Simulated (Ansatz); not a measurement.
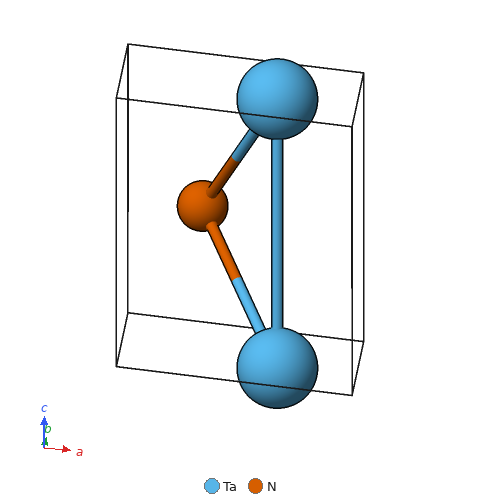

TaN, space group P-6m2 (No. 187), a = 2.938 Å, b = 2.938 Å, c = 2.883 Å, α = 90.00°, β = 90.00°, γ = 120.00°

```json
{"site": "Ta", "Wyckoff": "1e", "x": "0.6667", "y": "0.3333", "z": "0.0000"}
{"site": "N", "Wyckoff": "1d", "x": "0.3333", "y": "0.6667", "z": "0.5000"}
```

Origin: the geometry relaxed (final pressure about -12 GPa) with DFT, LDA, PAW with Ansatz's default frozen-core files, scalar-relativistic (Ansatz).

Compute the Voronoi cell of each site (no radii): faces and volume.

```json
{"site": "Ta", "faces above 1 % of the sphere": "14", "volume (Å³)": "10.78", "solid angle by neighbour (%)": "N 82 Ta 18"}
{"site": "N", "faces above 1 % of the sphere": "14", "volume (Å³)": "10.78", "solid angle by neighbour (%)": "Ta 82 N 18"}
```

Weighted by multiplicity the volumes add up to the cell volume, 21.6 Å³.

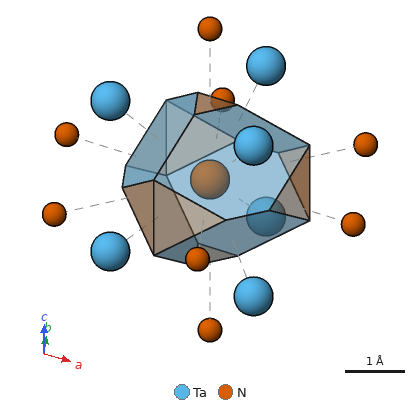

The computed Voronoi cell of N, with the neighbours that bound it.
